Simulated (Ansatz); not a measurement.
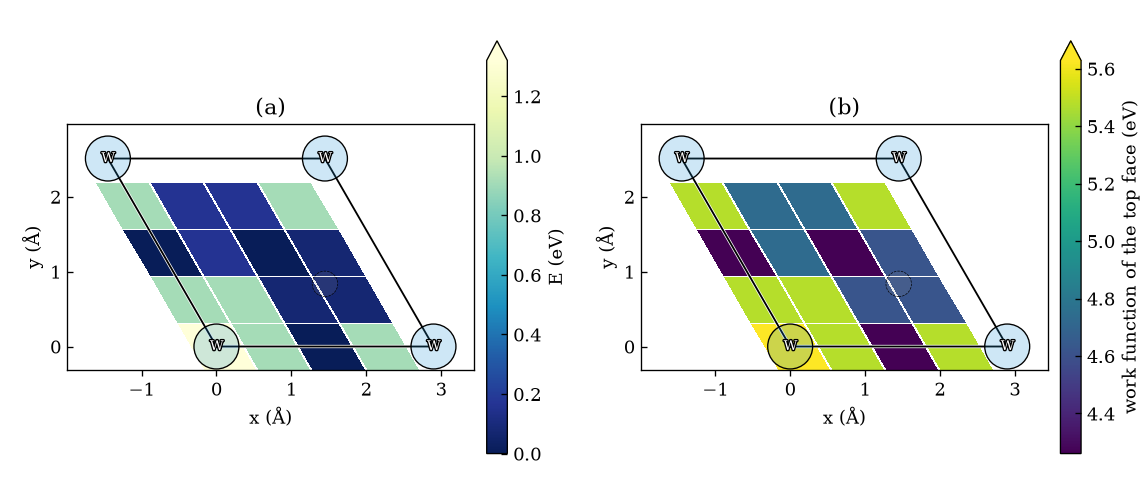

B on a WC(001) slab cut from the P-6m2 phase (6 atoms of substrate and one adsorbate in a 1 × 1 cell). 
- One B atom a 1 × 1 cell is placed over a mesh of places on the rigid (0 0 1) surface, and only its height is relaxed.
- Places are given modulo a cell vector. The map is drawn in real space over the plane of the surface.
- Grid: 4 × 4 points.
- All energies are given in eV relative to the lowest grid point.
- This mesh misses the points at thirds of the hexagonal cell. With one adsorbate in each 1 × 1 cell, its nearest image is 2.9 Å away, so neighbouring adsorbates interact.
- All numbers below come from Ansatz 0.2.0, DFT PBEsol, scalar-relativistic, plane waves, PAW.

Panel (a) is the energy and panel (b) the computed work function of the top face on the same grid.

The picture shows one coloured cell a grid point, labelled circles for the atoms of the top layer and small ones for the second layer, the outline of one cell of the plane, one colour for all values above the top of the scale.

Q: How does the work function of the top face vary over the map, and what is it at the lowest grid point?

A: It runs from 4.26 eV at a bridge site between two W atoms, (0/4, 2/4) of the cell vectors to 5.63 eV at the top site over a surface W atom, (0/4, 0/4) of the cell vectors. At the lowest grid point, a bridge site between two W atoms, (0/4, 2/4) of the cell vectors, it is 4.26 eV.

```csv
"place along a₂ ↓, place along a₁ →",0/4,1/4,2/4,3/4
3/4,5.48,4.73,4.73,5.48
2/4,4.26,4.73,4.26,4.62
1/4,5.48,5.48,4.62,4.62
0/4,5.63,5.48,4.26,5.48
```
